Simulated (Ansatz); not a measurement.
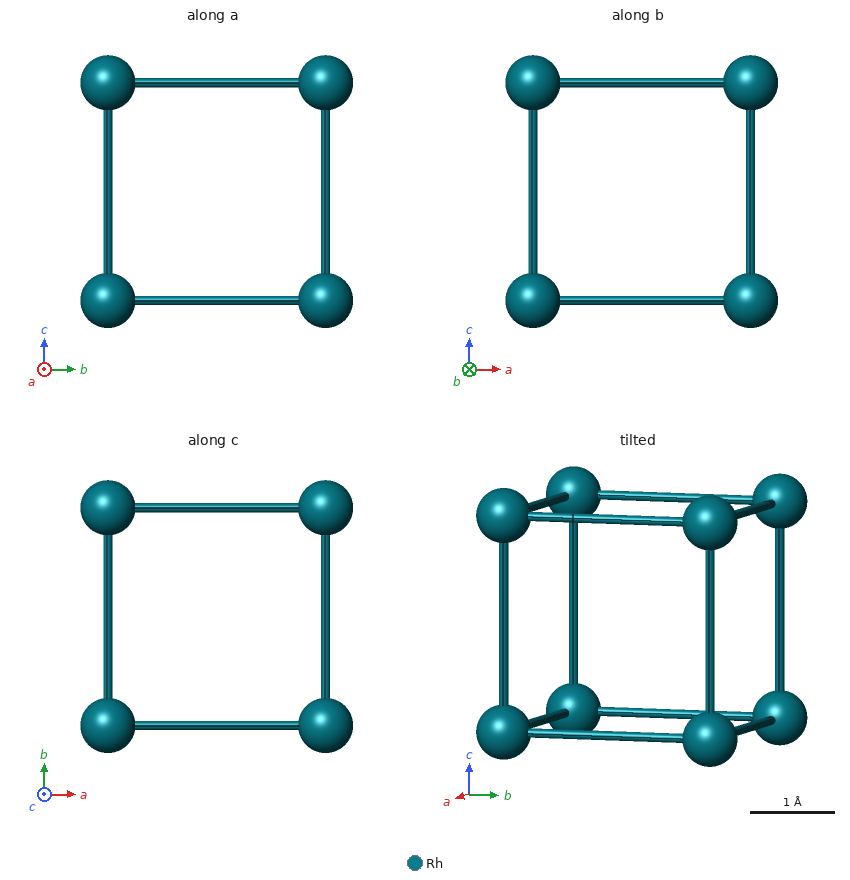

Drawn in the ball-and-stick manner and seen along the a axis, along the b axis, along the c axis and slightly off an axis. The edges of the conventional unit cell are marked.

Lattice parameters: a = 2.602 Å, b = 2.602 Å, c = 2.602 Å, α = 90.00°, β = 90.00°, γ = 90.00°. Put a along x and b in the xy plane.

Question: Write the structure as a POSCAR file.

Answer:
```
Rh
1.0
     2.602    0.000    0.000
     0.000    2.602    0.000
     0.000    0.000    2.602
Rh
1
Direct
  0.0000 0.0000 0.0000
```

Its origin is a structure type filled with this element by a generator (whether the element takes this form wasn't checked). Earlier steps of the study may have refined or changed the cell and positions. A calculation with Ansatz used it as input.

At this level of theory the cell isn't at rest (stretched, at -12 GPa), so its distances can differ from those at equilibrium, the more so the softer the solid.
